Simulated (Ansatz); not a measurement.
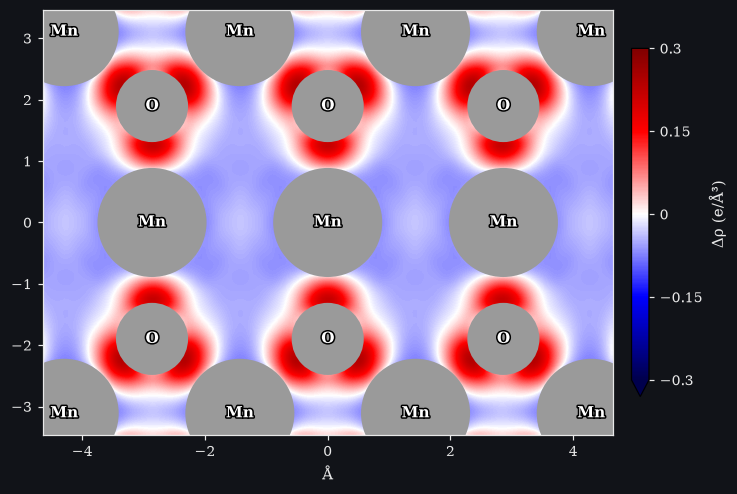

*MnO₂. Bonding charge density, ρ(crystal) − Σ ρ(neutral atoms): a map on the (11̄0) plane of the conventional cell, with grey discs over the atomic cores. Cores are masked to 0.9 Å (Mn) and 0.6 Å (O).*

Space group Pnnm; the calculation finds a residual pressure of about 11 GPa at this fixed cell; spin-polarised. Net moment 6.0 μB in the 6-atom cell of the calculation; other magnetic orders weren't tried. Effective Hubbard U: 3.9 eV on Mn d. Another magnetic order may lie lower. The cell comes from a database of computed structures, not from a measurement.

Method: Ansatz, DFT PBE+U, scalar-relativistic, plane waves, PAW.

In a PAW calculation such maps are meaningful between the atoms, not at the nuclei.

Question: Where does charge go when the atoms form this crystal?

Answer: Mn–O (1.88 Å): Δρ is +0.1 e/Å³ at the midpoint (close to a masked core, so read it with care). Mn–Mn (2.86 Å): Δρ is −0.03 e/Å³ at the midpoint. Over the whole cell, outside the masked cores, the largest gain lies at the edge of the masked core of O, and the largest loss lies at the edge of the masked core of Mn. The rearranged charge, half the integral of |Δρ|, is about 0.25 e an atom. Bader charges: Mn +1.99 and O −0.99 e.

Caution: this solution isn't shown to be the electronic ground state.

Run time: 80 s on 2 threads of Arm Neoverse N1, on a shared host, peak memory 0.68 GiB.
